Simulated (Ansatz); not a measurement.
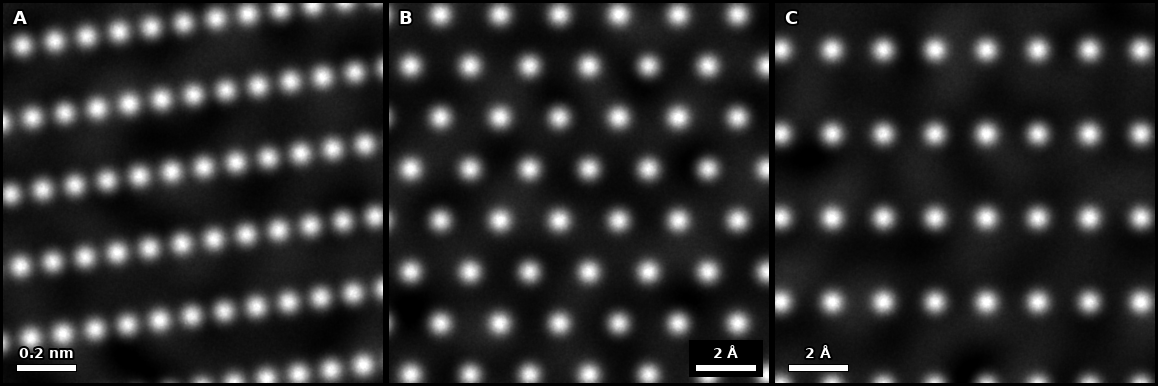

Three views of Bi (Fm-3m, No. 225) along different zone axes. The image is simulated as a sum over atoms of Z^1.7, blurred by a 0.61 Å probe (no channelling). Shot noise and the speckle of an amorphous layer were added. Structure used: a calculation's starting geometry; the starting structure was generated, so it need not be a known form of this composition.

```yaml
crystal:
  lattice:
    - [4.98073, 0.00000, 0.00000]
    - [0.00000, 4.98073, 0.00000]
    - [0.00000, 0.00000, 4.98073]
  atoms:
    - { symbol: Bi, position: [0.00000, 0.00000, 0.00000] }
    - { symbol: Bi, position: [0.00000, 0.50000, 0.50000] }
    - { symbol: Bi, position: [0.50000, 0.00000, 0.50000] }
    - { symbol: Bi, position: [0.50000, 0.50000, 0.00000] }
```

### Match the panels to the zone axes [111], [210] and [211].

A is [210]: projected cell 1.11 × 2.49 Å, 90°, plane group p2mm. B is [111]: projected cell 2.03 × 2.03 Å, 120°, plane group p6mm. C is [211]: projected cell 1.76 × 2.88 Å, 90°, plane group p2mm.
